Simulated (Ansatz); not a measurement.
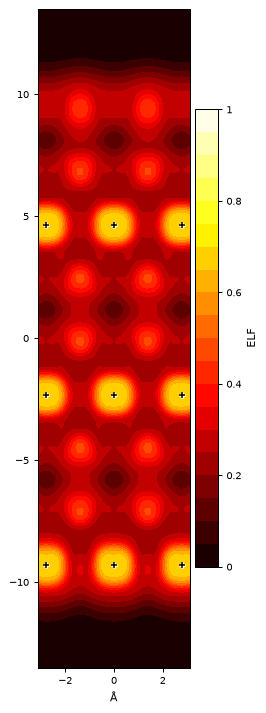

The electron localisation function on a plane through atoms (crosses mark nuclei in the plane).

Computed with DFT PBE, scalar-relativistic, plane waves, PAW (Ansatz 0.2.0).

Candidates:
A. Cu, a = 3.63 Å, b = 3.63 Å, c = 3.63 Å, α = 90.00°, β = 90.00°, γ = 90.00°. Space group Fm-3m; a generated structure, not necessarily the stable one; computed without spin polarisation.
B. Pt (slab), a = 2.77 Å, b = 2.77 Å, c = 33.12 Å, α = 90.00°, β = 90.00°, γ = 60.00°. 
C. SiC, a = 4.38 Å, b = 4.38 Å, c = 4.38 Å, α = 90.00°, β = 90.00°, γ = 90.00°. Space group F-43m.

Question: Which system is this?

Answer: Candidate B: Pt on the (010) plane of the calculation cell, a cut from vacuum to vacuum, which holds Pt. Pt–Pt (2.77 Å): the ELF is about 0.30 at the midpoint (no localised pair shows between them).
